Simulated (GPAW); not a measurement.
BP (F-43m): ε∞ against the local-field cutoff

The size of the dielectric matrix of BP (F-43m) is raised step by step, on the same bands.

The structure is cubic, space group F-43m (No. 216). The conventional cell has a = 4.538 Å, b = 4.538 Å, c = 4.538 Å, α = 90.00°, β = 90.00°, γ = 90.00°. P on site c has 4 B at 1.97 Å as nearest neighbours. B on site a has 4 P at 1.97 Å as nearest neighbours.

Method: GPAW 26.7.0, PBE, RPA, k-mesh 13×13×13, Lorentzian half width 0.15 eV.

Launch of the response step: `OMP_NUM_THREADS=1 python df.py`. The series took 47 s in all, its band step included, on 1 thread of Arm Neoverse V2, with other jobs on the host.

```tsv
cutoff (eV)	time of the step (s)	ε∞
40	4	8.9520
60	4	8.8295
100	5	8.5957
150	7	?
```

The number of plane waves grows as cutoff^(3/2); a common extrapolation takes the result as linear in its inverse.

Working, on the rows shown:

| x = cutoff^(−3/2) (eV^−3/2) | y = ε∞ |
| --- | --- |
| 0.00395285 | 8.952 |
| 0.00215166 | 8.8295 |
| 0.001 | 8.5957 |

Means: x̄ = 0.0023682, ȳ = 8.7924. Σ(x − x̄)(y − ȳ) = 0.000514, Σ(x − x̄)² = 4.430e-06. Slope = 0.000514 / 4.430e-06 = 116; intercept = ȳ − slope · x̄ = 8.5176. The line misses the rows shown by at most 0.062.

Fill in the last column of the withheld row.

At x = 0.00054433 the line gives y = 8.5808. The run gave 8.5800, so the extrapolation is off by 0.00078, 0.2 % of the range in the table. The law describes these rows poorly: it misses even the rows shown by over a tenth of the range.

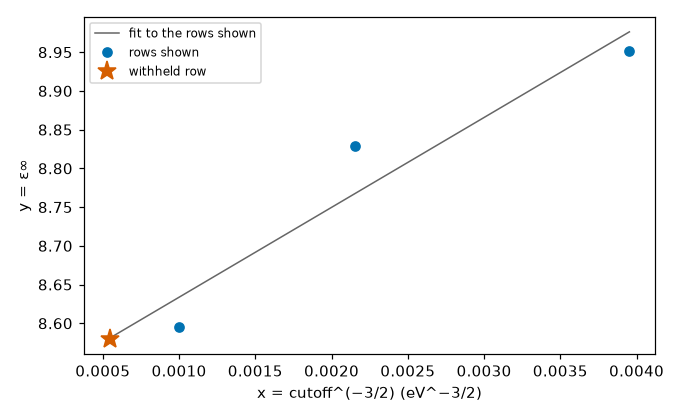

Refitted with all rows, the slope is 116.2 and the intercept 8.5171. The line reaches 8.517 at infinite cutoff, 0.7 % from the last run, while the last two runs differ by 0.18 %. ε∞ moves in steps as shells of reciprocal vectors enter, so the limit is good only to about the larger of these. Excitons are left out; PBE gaps are as a rule too small. The values come from a sum over the points of one k-mesh and carry its error, which grows as the direct gap shrinks. The local-field cutoff holds few shells of reciprocal vectors for this small cell, so ε∞ can read a few per cent high.

[Logs are printed without paths, hosts, clocks, repeated set-up lines and the standing remarks that a program may print on its own settings, such as how far it seeks lower states.]
